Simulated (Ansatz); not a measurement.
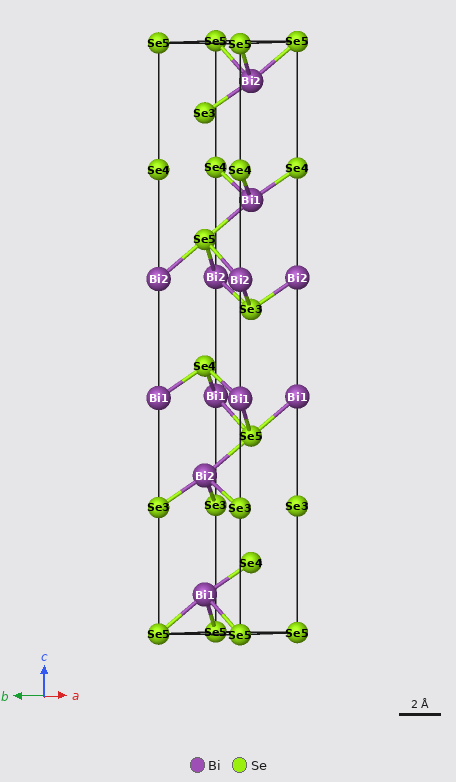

Fig. 1: The structure as given in the input (ball-and-stick view of the cell 3 times as large as that of the calculation, set on its symmetry axes, seen at an oblique angle; atoms are numbered from 1 in the order of the input).

# Run report: Bi2Se3, single-point calculation (part 1 of 2)

The run: single-point calculation of Bi2Se3 (R-3m, 5 atoms in the cell). Method and program: DFT, HSE06, plane waves, PAW, no spin polarisation (Ansatz 0.2.0).

The structure was built on a prototype by a generator. The geometry comes from this level: r2scan-rvv10. Figures and captions count atoms from 1; the log counts them from 0 in places.

**What the program printed**
```
Warning: output.stress: scf.convergence.dr2_threshold = 1e-7 eV (the SCF's general default) is looser than the 5e-10 eV advised for a printed stress (1e-10 eV for each atom of the cell: 5). What an SCF threshold leaves in a stress goes as its square root, and in the free energy as the threshold itself, and one threshold admits the most on a small cell: of the crystals measured, under no hybrid functional and no lock of the moments, on runs that ended without the residual-converged pass, on stresses that held no estimate of that error, the worst erred by over 100 MPa in a component at 1e-7 eV an atom and by under 5 at 1e-10. Set scf.convergence.dr2_threshold to 5e-10 eV or tighter. The threshold is an SCF's pass mark: one that does not reach it within its budget of iterations ends unconverged, or closes short of it on a stop that the run arms, and scf.convergence.dr2_threshold's page says what that costs each kind of run
Warning: output.stress: scf.exx.energy_threshold = 1e-6 eV is looser than the 5e-8 eV advised for a stress under a hybrid functional (1e-8 eV for each atom of the cell: 5). Every SCF of the exchange loop can meet its threshold on dr2 while the loop round them stops early: no threshold on dr2 bounds what that leaves in the stress. Set scf.exx.energy_threshold to 5e-8 eV or tighter. The threshold is the loop's pass mark: a loop that does not reach it within its budget of cycles ends unconverged, and scf.exx.energy_threshold's page has the law
basis.fft_grid_basis auto: the FFT boxes are laid along the combinations [[1, -1, 0], [0, 1, 0], [0, -1, 1]] of the cell's own vectors, 4.142, 10.043 and 4.142 Å long. The dense box has 30×72×30 points. Along the cell's own vectors, as sized, it would have 72×72×72, 5.76 times as many. Of the 12 symmetry operations that the crystal satisfies within crystal.symmetry.tolerance (time reversal apart; of a slab, those that keep its plane) the dense box along the cell's own vectors carries 12, and the one as laid loses 8 of those. basis.fft_grid_basis: typed keeps the cell's own vectors: state it where this run's energies or levels are differenced outside the engine with another run's, or held beside a run that keeps those vectors. Those combinations have planes normal to reciprocal vector 3, as the cell's own vectors have. Each planar average written beside output.write_density, output.write_potential has a row for each plane of the box: 30. The volumetric files lie along those combinations, not along the cell's own vectors: a cube or XSF file states them, and fields.json those of NumPy files.
scf.n_extra_bands = 5 over 39 filled bands (N_el = 78.0): the run solves 44 bands
Engine: ansatz 0.2.0, aarch64-unknown-linux-gnu
Pseudopotentials: kind: paw
Pseudopotential: Bi, paw, valence charge 15, recommended cutoff 420 eV (normal), Bi.paw.azcp
Pseudopotential: Se, paw, valence charge 16, recommended cutoff 420 eV (normal), Se.paw.azcp
Functional definition: HSE06
  parameter a = 0.25
  parameter omega = 0.11/bohr
  exchange = pbe_x - a*pbe_x_sr(omega) + a*exact_x_sr(omega)
  correlation = pbe_c
davidson cushion auto → on  (no smearing: the cushion is to keep the highest requested band from converging to the state above it; pin scf.eigensolver.cushion to override)
Crystal: 5 atoms, lattice volume = 144.952 Å³
Basis set: ecut = 420 eV, 2787 PW (Γ), FFT grids on a1−a2, a2, −a2+a3, exchange–correlation on 60×144×60 points (8 copies of the dense FFT grid, shifted against one another)
Bands: 44, of which v1, the nominal top of the filled ones, is band 39 counted from 1 (38 counted from 0)
Symmetry: 12 space group operations
Space group: R-3m (ITA 166), of the structure as read, at distance tolerance 5.3e-5 Å
k-points: 13 of 64
Non-local potential: Bi, projectors of the file, l = 0: 2, l = 1: 2, l = 2: 2, l = 3: 2
Non-local potential: Se, projectors of the file, l = 0: 2, l = 1: 2, l = 2: 3, l = 3: 1
PAW form: soft (Blöchl's): semilocal exchange-correlation on the pseudo side does not see the compensation charge
PAW frozen core: Bi, regenerated for the run's functional, and the local potential with it (the file was generated under x = pbe(κ = 0.804, μ = 0.2195149727645171), c = pbe(β = 0.06672455060314922))
PAW frozen core: Se, regenerated for the run's functional, and the local potential with it (the file was generated under x = pbe(κ = 0.804, μ = 0.2195149727645171), c = pbe(β = 0.06672455060314922))
PAW one-centre angular grid: Bi, 590 points (default); XC on 64 Gauss nodes
PAW one-centre angular grid: Se, 590 points (default); XC on 64 Gauss nodes
Initial density: superposition of atomic densities (neutral atoms: chi_scale 0, normalization atom), corrected by the library's trained network
Initial wavefunctions: pseudopotential atomic-orbital guess
Functional: x = pbe(κ = 0.804, μ = 0.2195149727645171), c = pbe(β = 0.06672455060314922), warm-up for x = pbe(κ = 0.804, μ = 0.2195149727645171) + 0.25 (exact − pbe) at short range (hse, ω = 0.20786987370883472 Å⁻¹), c = pbe(β = 0.06672455060314922); HSE06 as pw.x's `hse` composes it (authors' and Libxc's form: `xc: wpbeh`)
SCF iter   1: F=—  HF=-41202.259214 eV  |F-HF|=—  |Δ(HF+E_count)|=         —  Δρ=1.36e-3  dr2=6.30e-3  ethr=1.77e-3  ⟨swp⟩=6.2  Hψ=2233  notcnv=0
preconditioner: auto → none  [insulator: Δε(μ)=0.336 eV  Ē_g=8.367 eV  n_scr=42 (ndim 8)  ℏωp=16.3 eV  f_vac=0.047]
SCF iter   2: F=—  HF=-41202.264573 eV  |F-HF|=—  |Δ(HF+E_count)|=   5.36e-3  Δρ=1.67e-3  dr2=3.23e-2  ethr=8.08e-6  ⟨swp⟩=4.7  Hψ=2123  notcnv=0  defer=1
SCF iter   3: F=—  HF=-41202.261605 eV  |F-HF|=—  |Δ(HF+E_count)|=   2.97e-3  Δρ=7.97e-4  dr2=6.40e-3  ethr=8.08e-6  ⟨swp⟩=4.1  Hψ=1475  notcnv=0
iter 4 solved again at ethr=3.56e-7 eV; its pass at ethr=8.08e-6 eV (dr2=2.78e-4 eV) is discarded
SCF iter   4: F=—  HF=-41202.261011 eV  |F-HF|=—  |Δ(HF+E_count)|=   5.94e-4  Δρ=2.79e-4  dr2=2.92e-4  ethr=3.56e-7  ⟨swp⟩=4.0  Hψ=2607  notcnv=0
SCF iter   5: F=-41202.261114 eV  HF=-41202.261104 eV  |F-HF|=1.03e-5  |Δ(HF+E_count)|=   9.27e-5  Δρ=8.15e-5  dr2=9.84e-6  ethr=3.56e-7  ⟨swp⟩=3.1  Hψ=1377  notcnv=0
SCF 1 stopped early in 5 iterations: F = -41202.261114 eV  dr2 = 9.84e-6
  greatest PAW one-centre occupation: 1.000 electrons in one spin orbital (limit 2), on the Se atom at site 3 (counted from 0), in its partial waves of l = 2
Initial density: handed on by an earlier stage of this run
Initial wavefunctions: those handed on with the density
Functional: x = pbe(κ = 0.804, μ = 0.2195149727645171) + 0.25 (exact − pbe) at short range (hse, ω = 0.20786987370883472 Å⁻¹), c = pbe(β = 0.06672455060314922); HSE06 as pw.x's `hse` composes it (authors' and Libxc's form: `xc: wpbeh`)
Exchange kernel: α = 0.2500, screened, ω = 0.2079 Å⁻¹, Wigner–Seitz truncation, v(0) = 1038.4539 eV·Å³, q-mesh 4×4×4, nearest image of the exchange supercell L = 16.57 Å, pair-density grid 24×72×24, without the augmentation charges, whose exchange is taken in its separable form by FFT convolution over the k-point mesh (the finest that the files' search goes to), smooth part of the exact exchange by density-matrix convolution
Frozen-core exchange: fock
SCF iter   1: F=—  HF=-41214.016438 eV  |F-HF|=—  |Δ(HF+E_count)|=         —  Δρ=4.81e-3  dr2=4.97e-2  ethr=1.26e-7  ⟨swp⟩=8.2  Hψ=3373  notcnv=0
preconditioner: auto → none  [insulator: Δε(μ)=0.789 eV  Ē_g=9.548 eV  n_scr=42 (ndim 8)  ℏωp=16.3 eV  f_vac=0.048]
SCF iter   2: F=—  HF=-41214.005202 eV  |F-HF|=—  |Δ(HF+E_count)|=   1.12e-2  Δρ=3.58e-3  dr2=8.85e-2  ethr=1.26e-7  ⟨swp⟩=6.6  Hψ=2832  notcnv=0
SCF iter   3: F=—  HF=-41214.001803 eV  |F-HF|=—  |Δ(HF+E_count)|=   3.40e-3  Δρ=2.63e-3  dr2=6.81e-2  ethr=1.26e-7  ⟨swp⟩=6.0  Hψ=2528  notcnv=0
SCF iter   4: F=—  HF=-41213.993808 eV  |F-HF|=—  |Δ(HF+E_count)|=   7.99e-3  Δρ=1.18e-3  dr2=1.05e-2  ethr=1.26e-7  ⟨swp⟩=5.3  Hψ=2279  notcnv=0
SCF iter   5: F=—  HF=-41214.010584 eV  |F-HF|=—  |Δ(HF+E_count)|=   1.68e-2  Δρ=1.05e-3  dr2=3.55e-3  ethr=1.26e-7  ⟨swp⟩=5.0  Hψ=2465  notcnv=0
SCF iter   6: F=—  HF=-41214.009933 eV  |F-HF|=—  |Δ(HF+E_count)|=   6.51e-4  Δρ=3.35e-4  dr2=3.33e-4  ethr=1.26e-7  ⟨swp⟩=4.0  Hψ=1927  notcnv=0
SCF iter   7: F=—  HF=-41214.010465 eV  |F-HF|=—  |Δ(HF+E_count)|=   5.32e-4  Δρ=1.85e-4  dr2=2.28e-4  ethr=1.26e-7  ⟨swp⟩=4.0  Hψ=1636  notcnv=0
SCF iter   8: F=—  HF=-41214.010433 eV  |F-HF|=—  |Δ(HF+E_count)|=   3.27e-5  Δρ=3.60e-5  dr2=1.03e-5  ethr=1.26e-7  ⟨swp⟩=3.0  Hψ=1338  notcnv=0
SCF iter   9: F=—  HF=-41214.010459 eV  |F-HF|=—  |Δ(HF+E_count)|=   2.63e-5  Δρ=5.06e-5  dr2=2.26e-5  ethr=6.08e-9  ⟨swp⟩=4.2  Hψ=1635  notcnv=0
SCF iter  10: F=-41214.010456 eV  HF=-41214.010456 eV  |F-HF|=7.26e-8  |Δ(HF+E_count)|=   3.14e-6  Δρ=4.08e-6  dr2=7.18e-7  ethr=6.08e-9  ⟨swp⟩=4.0  Hψ=1412  notcnv=0
SCF 2 stopped early in 10 iterations: F = -41214.010456 eV  dr2 = 7.18e-7
  Residual-converged pass: ⟨swp⟩=4.0  Hψ=1820  notcnv=0  max |occ|·‖R‖ = 6.4e-6 eV (tolerance 6.7e-6 eV)  dr2=7.15e-7  dr2_onsite=4.23e-9  max |Δocc| = 0.0e0
hybrid outer 1: dexx = +2.080e-2 eV, tail = 1.48e-4 eV
Exchange kernel: α = 0.2500, screened, ω = 0.2079 Å⁻¹, Wigner–Seitz truncation, v(0) = 1038.4539 eV·Å³, q-mesh 4×4×4, nearest image of the exchange supercell L = 16.57 Å, pair-density grid 24×72×24, without the augmentation charges, whose exchange is taken in its separable form by FFT convolution over the k-point mesh (the finest that the files' search goes to), smooth part of the exact exchange by density-matrix convolution
Frozen-core exchange: fock
SCF iter   1: F=—  HF=-41214.010501 eV  |F-HF|=—  |Δ(HF+E_count)|=         —  Δρ=5.00e-5  dr2=3.46e-6  ethr=9.46e-7  ⟨swp⟩=2.1  Hψ=1262  notcnv=0
preconditioner: auto → none  [insulator: Δε(μ)=0.792 eV  Ē_g=9.537 eV  n_scr=42 (ndim 8)  ℏωp=16.3 eV  f_vac=0.048]
SCF iter   2: F=—  HF=-41214.010503 eV  |F-HF|=—  |Δ(HF+E_count)|=   2.43e-6  Δρ=2.34e-5  dr2=4.97e-7  ethr=4.07e-9  ⟨swp⟩=4.0  Hψ=2200  notcnv=0
SCF iter   3: F=—  HF=-41214.010505 eV  |F-HF|=—  |Δ(HF+E_count)|=   1.29e-6  Δρ=1.46e-5  dr2=3.06e-7  ethr=3.99e-10  ⟨swp⟩=4.1  Hψ=1905  notcnv=0
SCF iter   4: F=—  HF=-41214.010505 eV  |F-HF|=—  |Δ(HF+E_count)|=   5.60e-8  Δρ=2.93e-6  dr2=1.22e-8  ethr=3.60e-10  ⟨swp⟩=3.0  Hψ=1323  notcnv=0
SCF iter   5: F=—  HF=-41214.010505 eV  |F-HF|=—  |Δ(HF+E_count)|=   2.69e-8  Δρ=9.95e-7  dr2=2.37e-9  ethr=1.08e-11  ⟨swp⟩=4.5  Hψ=1651  notcnv=0
SCF iter   6: F=-41214.010505 eV  HF=-41214.010505 eV  |F-HF|=1.75e-10  |Δ(HF+E_count)|=   1.18e-9  Δρ=3.34e-7  dr2=1.99e-10  ethr=2.58e-12  ⟨swp⟩=3.5  Hψ=1633  notcnv=0
SCF 3 converged in 6 iterations: F = -41214.010505 eV  dr2 = 1.99e-10
  Residual-converged pass: ⟨swp⟩=3.0  Hψ=1509  notcnv=0  max |occ|·‖R‖ = 6.3e-7 eV (tolerance 7.0e-7 eV)  dr2=1.96e-10  dr2_onsite=3.89e-10  max |Δocc| = 0.0e0
hybrid outer 2: dexx = +1.536e-6 eV, tail = 5.11e-8 eV, Δε = 1.61e-3 eV (about 5.15e-5 eV left of the loop's levels), ΔF = 1.01e-2 eV/Å (tail 1.52e-3)
Exchange kernel: α = 0.2500, screened, ω = 0.2079 Å⁻¹, Wigner–Seitz truncation, v(0) = 1038.4539 eV·Å³, q-mesh 4×4×4, nearest image of the exchange supercell L = 16.57 Å, pair-density grid 24×72×24, without the augmentation charges, whose exchange is taken in its separable form by FFT convolution over the k-point mesh (the finest that the files' search goes to), smooth part of the exact exchange by density-matrix convolution
Frozen-core exchange: fock
SCF iter   1: F=—  HF=-41214.010505 eV  |F-HF|=—  |Δ(HF+E_count)|=         —  Δρ=1.36e-6  dr2=3.25e-9  ethr=3.27e-10  ⟨swp⟩=3.0  Hψ=1283  notcnv=0
preconditioner: auto → none  [insulator: Δε(μ)=0.793 eV  Ē_g=9.537 eV  n_scr=42 (ndim 8)  ℏωp=16.3 eV  f_vac=0.048]
SCF iter   2: F=-41214.010505 eV  HF=-41214.010505 eV  |F-HF|=7.28e-12  |Δ(HF+E_count)|=  7.28e-11  Δρ=2.40e-7  dr2=1.66e-10  ethr=3.69e-12  ⟨swp⟩=4.0  Hψ=2104  notcnv=0
SCF 4 converged in 2 iterations: F = -41214.010505 eV  dr2 = 1.66e-10
  Residual-converged pass: ⟨swp⟩=2.5  Hψ=1188  notcnv=0  max |occ|·‖R‖ = 1.0e-6 eV (tolerance 1.0e-6 eV)  dr2=1.66e-10  dr2_onsite=3.16e-11  max |Δocc| = 0.0e0
```

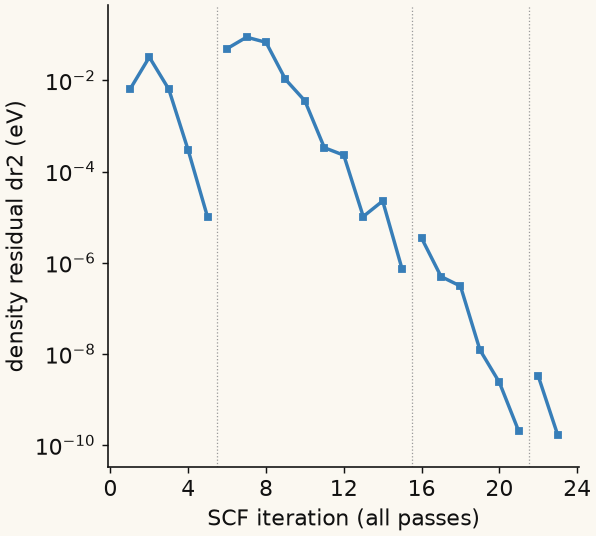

Fig. 2: Convergence of the self-consistent field: density residual dr2 against the SCF iteration. The run starts with a semilocal functional; after that each stretch between dotted lines is one SCF of the hybrid functional between two exact rebuilds of the exchange operator by the outer loop. Early passes are stopped at a loose threshold. The passes take 5, 10, 6 and 2 iterations.
